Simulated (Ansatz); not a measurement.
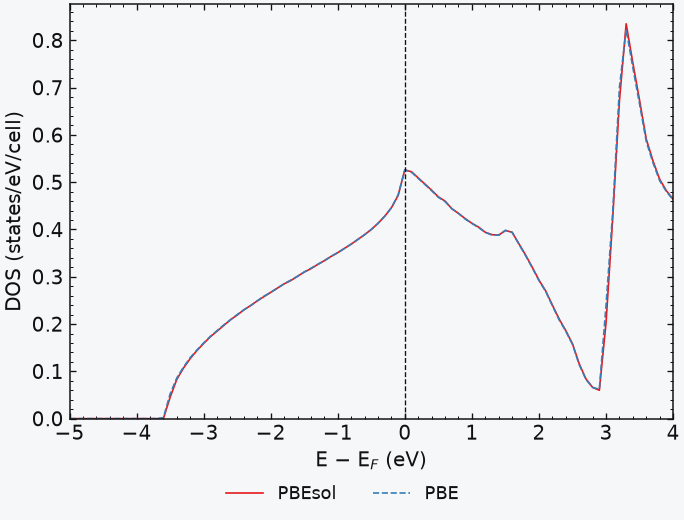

Total densities of states of Li, space group I4/mmm, 1 atom in the cell, by two methods on the same cell. Each is counted from its own Fermi level.

What changes from one method to the other?

PBEsol gives a metal with about 0.49 states per eV and cell at the Fermi level and PBE gives a metal with about 0.49 states per eV and cell at the Fermi level.

Settings. PBEsol: DFT PBEsol, scalar-relativistic, plane waves, PAW, no spin polarisation, 24×24×24 k mesh, 420 eV cutoff, Gaussian smearing of 0.1 eV (Ansatz). PBE: DFT PBE, scalar-relativistic, plane waves, PAW, no spin polarisation, 24×24×24 k mesh, 420 eV cutoff (Ansatz 0.2.0).

The structure is an invented one, so it need not be a known or stable phase.
